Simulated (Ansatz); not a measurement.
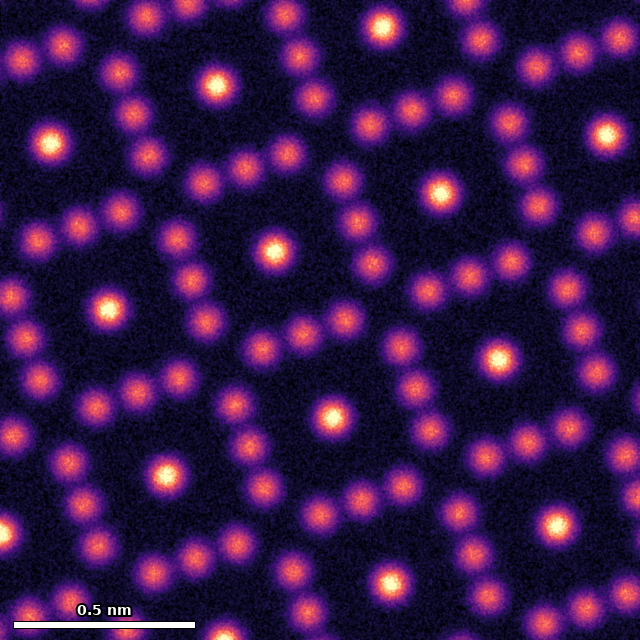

HAADF-like image of a crystal. Simulation: incoherent imaging, intensity Z^1.8 per atom, probe width 0.63 Å, thin sample. The display is stretched by a gamma of 0.65; percentages refer to the linear signal. Shot noise was added.

### What two-dimensional lattice does the image show, and how large is its cell?

The pattern repeats on a square net with a repeat of 4.9 Å.

### What is the plane group of the image?

p4mm: fourfold points with mirror lines through them along the axes and the diagonals.

### How many columns does the smallest repeating cell hold, and how many levels of brightness?

7 columns in the primitive cell of 23.7 Å², with 2 levels of brightness (about 100, 50 % of the brightest, counted from the darkest point).

The crystal is Ir (Pm-3n, No. 223) seen along [001]. Structure used: coordinates from a relaxation with DFT, LDA (PW92), plane waves (420 eV) with PAW, scalar-relativistic in Ansatz; the starting structure was generated, so it need not be a known form of this composition.
